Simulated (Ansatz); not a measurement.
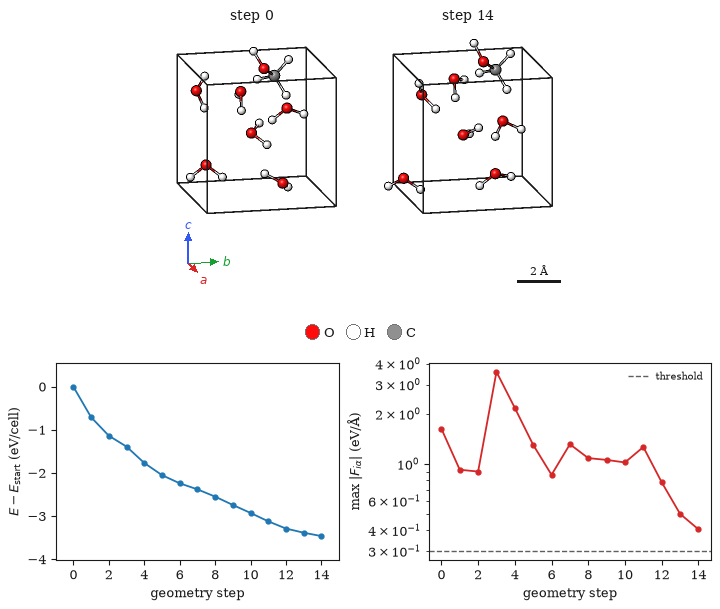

First and last geometry of a relaxation of an amorphous cell of composition H$_{16}$CO$_{7}$, with the history of the run. Style: ball-and-stick. Shown: the cell of the calculation, slightly off an axis.

The cell holds 6 H2O + 1 CH3OH. The run prepares the start of a later molecular dynamics calculation, from a guessed geometry.

Method: DFT PBE-D3(BJ), scalar-relativistic, plane waves, PAW (Ansatz). Settings: plane-wave cutoff 420 eV; k-point mesh 1 × 1 × 1; occupations fermi dirac; smearing width 0.02 eV; no spin polarisation; atoms relaxed in a fixed cell; force threshold 0.3 eV/Å; at most 15 steps.

Did the run converge, and what did it change?

Answer. The relaxation stopped without meeting its thresholds, so the last structure isn't shown to be converged. It used up its limit of 15 steps. The atom that moves furthest is an O atom (1.19 Å along [1 −2 −1]). Largest moves by element: O 1.19 Å, H 1.09 Å, C 0.44 Å. The cell stays as it was. Some distances before and after: H–O 0.969 → 0.990 Å, C–O 1.423 → 1.436 Å, C–H 1.097 → 1.103 Å. Among the angles between lasting bonds that change: H–O–H 104.0° → 108.6°, H–O–H 104.0° → 99.6°, H–O–H 104.0° → 108.3°. After 14 geometry steps the energy has fallen by 3.460 eV per cell of the calculation. The largest force component goes from 1.6 to 0.41 eV/Å. Cost: 42 s on 1 thread of Arm Neoverse N1 (shared host), peak memory 0.33 GiB.

Limits of the set-up: the periodic images lie only 6.3 Å apart, so the values are limited by the cell's size.
